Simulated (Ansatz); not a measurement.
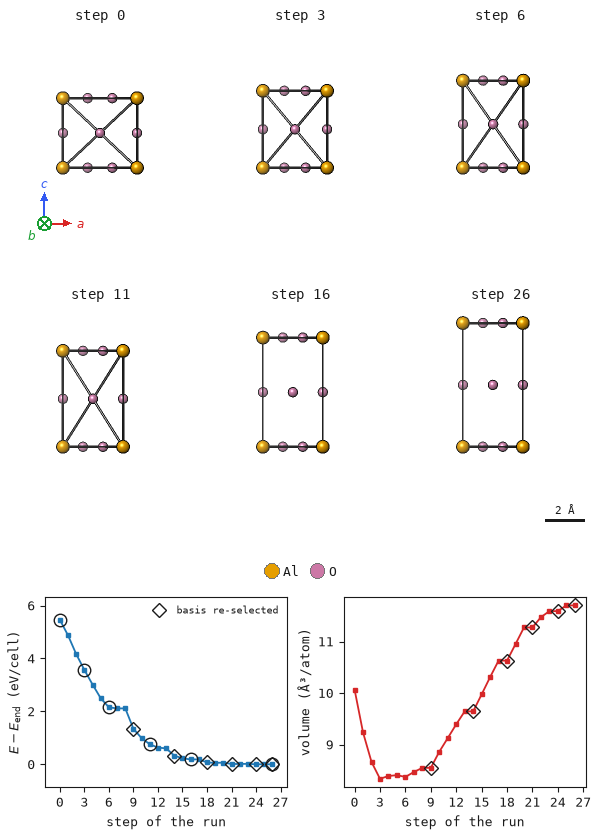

Frames of a relaxation of crystalline AlO5 (a generated structure, set up in P6/mmm) (coarse preliminary run), marked on the history of the run. Style: ball-and-stick. Shown: the cell of the calculation, along the b axis.

Method: DFT PBE, scalar-relativistic, plane waves, PAW in Ansatz.

Input
```yaml
crystal:
  lattice:
    - [4.40939565, 0.0, 0.0]
    - [-2.20469783, 3.81864865, 0.0]
    - [0.0, 0.0, 3.58769157]
  atoms:
    - { symbol: Al, position: [0.0, 0.0, 0.0] }
    - { symbol: O, position: [0.33333333, 0.66666667, 0.0] }
    - { symbol: O, position: [0.66666667, 0.33333333, 0.0] }
    - { symbol: O, position: [0.5, 0.0, 0.5] }
    - { symbol: O, position: [0.5, 0.5, 0.5] }
    - { symbol: O, position: [0.0, 0.5, 0.5] }
basis:
  ecutwfc: 420
kpoints:
  mp_grid: { grid: [6, 6, 6] }
hamiltonian:
  xc: pbe
scf:
  occupations: { method: gaussian, width: 0.1 }
  lower_state_search: "off"
output:
  forces: true
  stress: true
  eigenvalues: true
relax:
  adjacent_minimum: "off"
  f_tol: 0.04
  max_steps: 70
  cell: { stress_tol: 0.4 }
```

Run as
```bash
ansatz run input.yaml --threads 1 --pin off --max-ram 2560MiB --backend cpu --events-out ev --progress --plain --runs-dir out
```

Q: What happens along the run?

A: The atoms keep their places relative to the cell (all moves are under 0.005 Å). The drawn cell changes as follows: a = b 4.409 → 3.566 Å (−19.1 %), c 3.588 → 6.377 Å (+77.7 %); the volume changes by +16.2 %. Among the contacts that change: Al1–O4 2.842 → 3.653 Å, Al1–O2 2.546 → 2.059 Å, O4–O5 2.205 → 1.783 Å. The space group stays P6/mmm (No. 191). After 20 accepted moves (26 points after the start) the energy has fallen by 5.459 eV per cell of the calculation. All forces vanish by symmetry, so only the cell relaxes. The pressure goes from −11.95 to 0.11 GPa. At 6 points the geometry stayed and the basis and grid were re-selected for the new cell (energy shift of 0.771 eV per cell of the calculation at most each time). From step 0 to 3: volume −17.2 %, energy −1.894 eV per cell of the calculation. From step 3 to 6: volume +0.4 %, energy −1.411 eV per cell of the calculation. From step 6 to 11: volume +9.0 %, energy −1.394 eV per cell of the calculation. From step 11 to 16: volume +13.0 %, energy −0.575 eV per cell of the calculation. From step 16 to 26: volume +13.5 %, energy −0.184 eV per cell of the calculation.

Limits of the set-up: an odd number of electrons was run without spin polarisation, which fails if the electron would localise.
